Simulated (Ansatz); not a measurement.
# Calculations on CoSi2

**1. Relaxation**

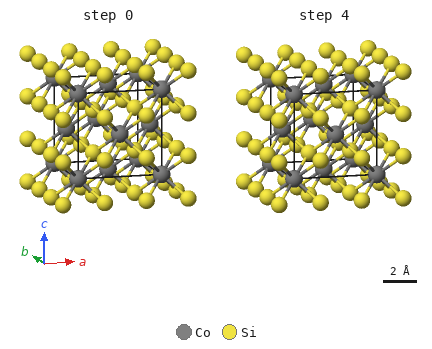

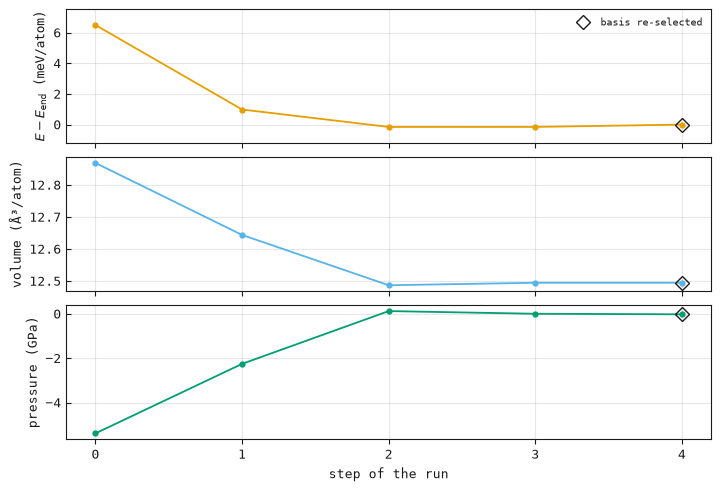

First and last geometry of a relaxation of crystalline CoSi2 (set up in Fm-3m), with the history of the run. The picture is a ball-and-stick view of the conventional cell (4 times the calculation's cell), seen slightly off an axis. Lengths and directions refer to the drawn axes.

All numbers below come from DFT PBEsol, scalar-relativistic, plane waves, PAW in Ansatz.

Input file:
```yaml
crystal:
  lattice:
    - [0.0, 2.6825, 2.6825]
    - [2.6825, 0.0, 2.6825]
    - [2.6825, 2.6825, 0.0]
  atoms:
    - { symbol: Co, position: [0.0, 0.0, 0.0] }
    - { symbol: Si, position: [0.25, 0.25, 0.25] }
    - { symbol: Si, position: [0.75, 0.75, 0.75] }
basis:
  ecutwfc: 420
kpoints:
  mp_grid: { grid: [14, 14, 14] }
hamiltonian:
  xc: pbesol
scf:
  occupations: { method: gaussian, width: 0.1 }
output:
  forces: true
  stress: true
  eigenvalues: true
  write_density: true
  write_potential: true
  elf: true
  volumetric_format: npy
relax:
  adjacent_minimum: "off"
  f_tol: 0.005
  max_steps: 80
  cell: { stress_tol: 0.05 }
```

Command:
```bash
ansatz run input.yaml --threads 1 --pin off --max-ram 2560MiB --backend cpu --events-out ev --progress --plain --runs-dir out
```

**Read the history and describe the run.**

It converged. No atom moves by more than 0.005 Å relative to the cell. The volume changes by −2.9 %, with a = b = c 5.365 → 5.313 Å (−1.0 %). Among the contacts that change: Co1–Si2 2.323 → 2.300 Å. The space group stays Fm-3m (No. 225). Over 3 accepted moves (4 points after the start) the energy falls by 6.5 meV per atom. All forces vanish by symmetry, so only the cell relaxes. Pressure: −5.39 GPa at the start and −0.02 GPa at the end. The SCF was repeated once at an unchanged geometry on a basis and grid sized afresh for the cell, which shifted the energy by 0.2 meV per atom at most. The run took 12 s on 1 thread of Intel(R) Xeon(R) 6975P-C (Granite Rapids) (shared host), peak memory 0.4 GiB.

```json
{"step": "0", "E − E(0), meV/atom": "0.00", "pressure, GPa": "-5.39", "volume, Å³/atom": "12.869", "note": ""}
{"step": "1", "E − E(0), meV/atom": "-5.51", "pressure, GPa": "-2.26", "volume, Å³/atom": "12.644", "note": ""}
{"step": "2", "E − E(0), meV/atom": "-6.65", "pressure, GPa": "0.12", "volume, Å³/atom": "12.487", "note": ""}
{"step": "3", "E − E(0), meV/atom": "-6.65", "pressure, GPa": "0.00", "volume, Å³/atom": "12.494", "note": ""}
{"step": "4", "E − E(0), meV/atom": "-6.49", "pressure, GPa": "-0.02", "volume, Å³/atom": "12.494", "note": "same geometry, new basis"}
```

**2. Scan**

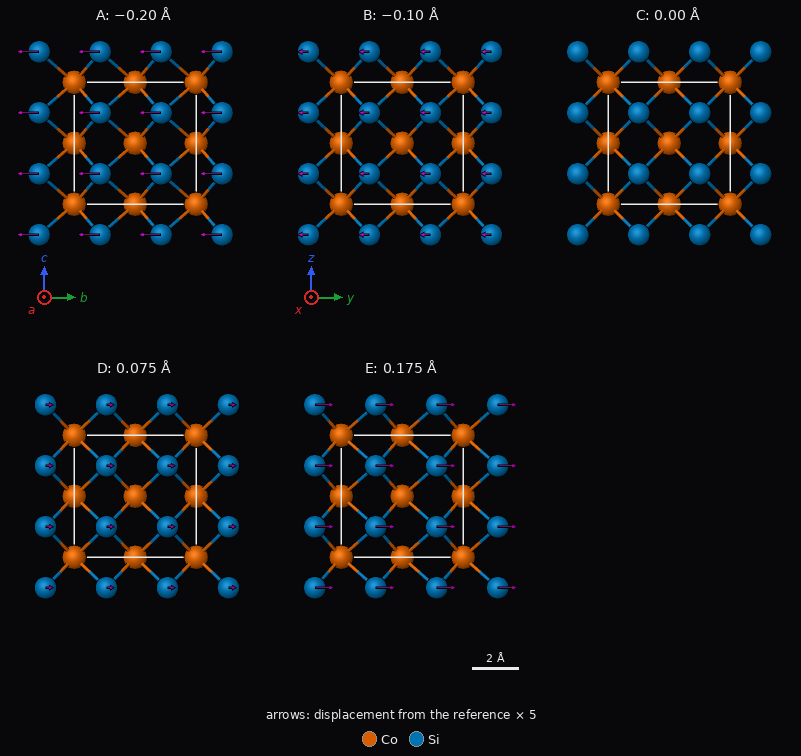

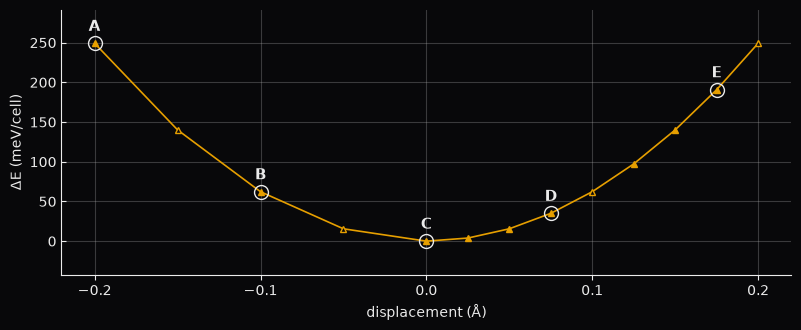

Solid CoSi2 (Fm-3m): the whole Si sublattice is shifted rigidly, along Cartesian [0 1 0], all else fixed. The lettered frames are marked on the plot. Hollow markers are points alike by symmetry, not computed again. Style: ball-and-stick. Shown: the conventional cell (4 times the calculation's cell), along the a axis. Purple arrows: displacements from the reference. Lengths and directions refer to the drawn axes.

Level of theory: DFT PBEsol, scalar-relativistic, plane waves, PAW in Ansatz. Set-up: plane-wave cutoff 420 eV; k-point mesh 16 × 16 × 16; occupations gaussian; smearing width 0.15 eV; no spin polarisation. Energies (free energies at the smearing named) are counted from the relaxed crystal.

Question: Describe the profile.

Answer: The lowest computed point lies at the displacement 0.00 Å (0.0 meV/cell). The curvature at zero is about 12 eV/Å² per cell. The well is symmetric. At the highest point the shortest interatomic distance is 2.19 Å, against 2.30 Å in the reference. The distortion takes the space group from Fm-3m to I4mm.

The computed points:

```
displacement (Å)  ΔE (meV/cell)
          −0.200          249.1
          −0.150          140.1
          −0.100           62.3
          −0.050           15.6
           0.000            0.0
           0.025            3.9
           0.050           15.6
           0.075           35.0
           0.100           62.3
           0.125           97.3
           0.150          140.1
           0.175          190.7
           0.200          249.1
```

Points that are alike by symmetry were computed once.

**3. Scan**

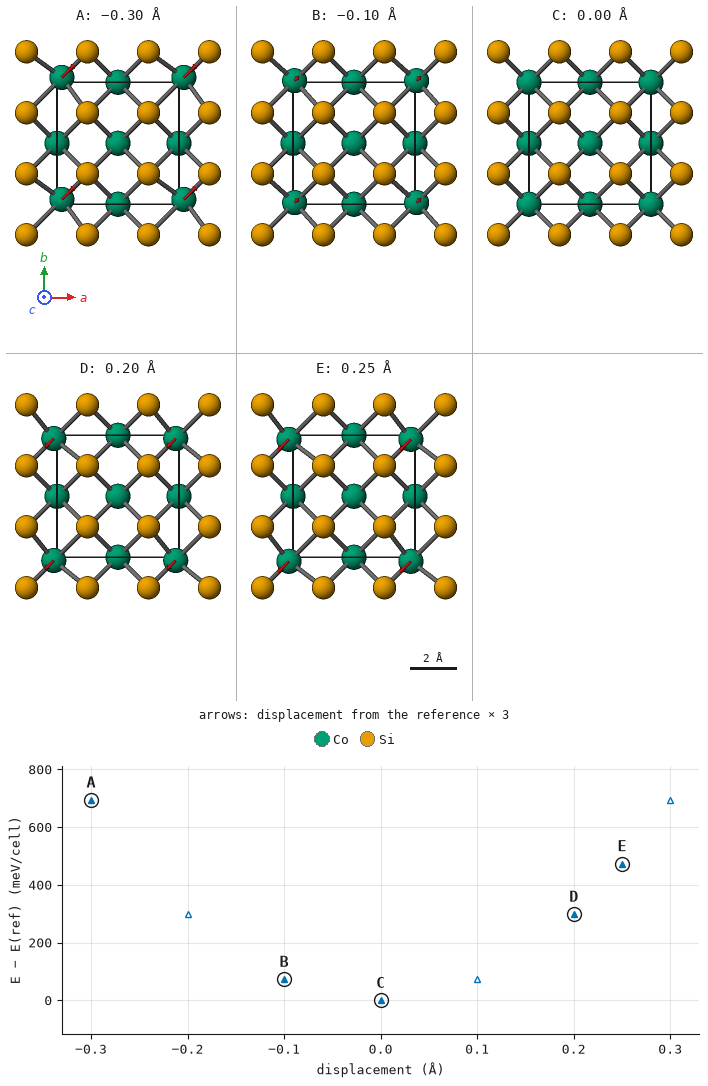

A crystal of CoSi2 (Fm-3m): a Co atom (one in each cell of 12 atoms) is moved towards the nearest copy of atom 2 (Co) at 3.757 Å, all else fixed. The lettered frames are marked on the plot. Hollow markers are points alike by symmetry, not computed again. A ball-and-stick model of the cell of the calculation, seen along the c axis. Red arrows: displacements from the reference.

Level of theory: DFT PBEsol, scalar-relativistic, plane waves, PAW in Ansatz 0.2.0. Settings: plane-wave cutoff 420 eV; k-point mesh 10 × 10 × 10; occupations gaussian; smearing width 0.15 eV; no spin polarisation. Energies (free energies at the smearing named) are counted from the relaxed crystal.

Q: Read off the main features of the energy profile.

A: The lowest computed point lies at the displacement 0.00 Å (0 meV/cell). The curvature at zero is about 15 eV/Å². The well is symmetric. At the highest point the shortest interatomic distance is 2.06 Å, against 2.30 Å in the reference. The distortion takes the space group from Fm-3m to Amm2.
